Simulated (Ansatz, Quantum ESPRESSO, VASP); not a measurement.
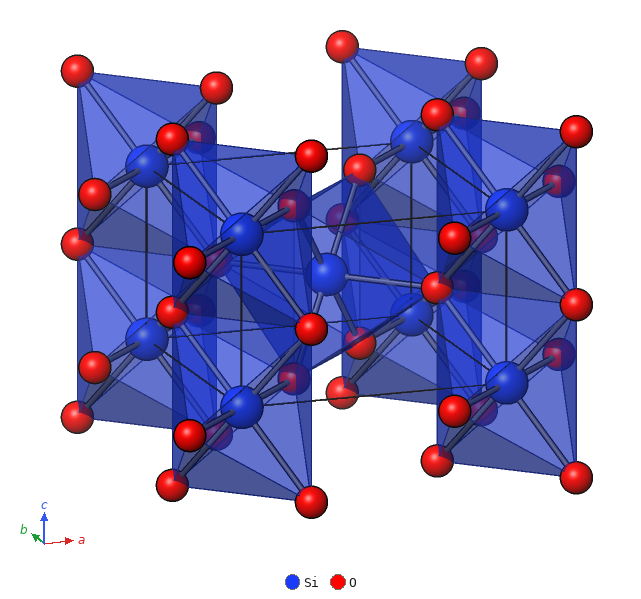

SiO₂, rutile, space group P4₂/mnm (No. 136), a = 4.233 Å, b = 4.233 Å, c = 2.693 Å, α = 90.00°, β = 90.00°, γ = 90.00°. This polyhedral model is shown slightly off an axis. The parallelepiped is the conventional unit cell. Some neighbours outside the box are added. The cell is a structure listed in the Materials Project. It needn't be the stable form of this composition.

One fixed geometry in three programs or potential sets. Alike in all runs: functional PBE; k mesh 6 × 6 × 10 on the run's cell of 6 atoms; occupations fermi-dirac, width 0.05 eV; no spin polarisation; no spin-orbit coupling.

| program | gap (eV) | pressure (GPa) |
| --- | --- | --- |
| VASP (PBE potentials, release 64 Si, O) | ? | ? |
| Quantum ESPRESSO (SSSP 1.3 efficiency) | 5.04 | 0.1 |
| Ansatz (Ansatz PAW soft_1) | 5.04 | -0.2 |

**What does VASP (PBE potentials, release 64 Si, O) give?**

A gap of 5.02 eV and a pressure of 0.0 GPa. The other rows span 5.04 to 5.04 eV and -0.2 to 0.1 GPa.

**Is this cell larger or smaller than the equilibrium cell of this functional?**

Neither by much: all pressures given lie within 0.3 GPa of zero (-0.2 to 0.1 GPa), near the error of finite cutoffs.

Gaps are the least found on the k-mesh, which can miss the band edges. Plane-wave pressures hold the error of each finite cutoff. Two further runs, far from the rest for reasons not traced, are left out.

Notes on single rows: Ansatz (Ansatz PAW soft_1): the pressure holds a Pulay correction of +0.6 GPa for the finite cutoff.
